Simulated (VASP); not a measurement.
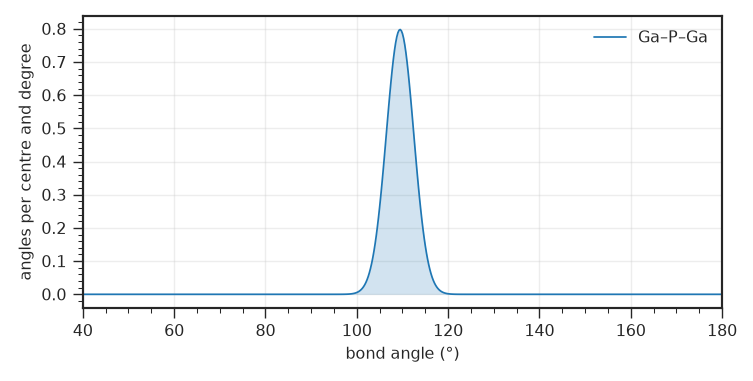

Bond-angle distributions computed from the structure of GaP; each angle is a Gaussian of σ = 3.0°. Bonds counted: Ga–P up to 2.79 Å. It is based on the geometry relaxed with VASP Kohn-Sham DFT of a periodic cell, PBE0, VASP PAW PBE potentials, recommended in VASP.

Question: Give the groups of angles for each curve.

Answer: Ga–P–Ga: 109° (6 per centre)

Question: What coordination geometry do the angles point to, counting the bonds named above alone?

Answer: P has 4 Ga neighbours in a tetrahedral arrangement.

The structure has space group F-43m (No. 216); other forms of this composition would give other results.
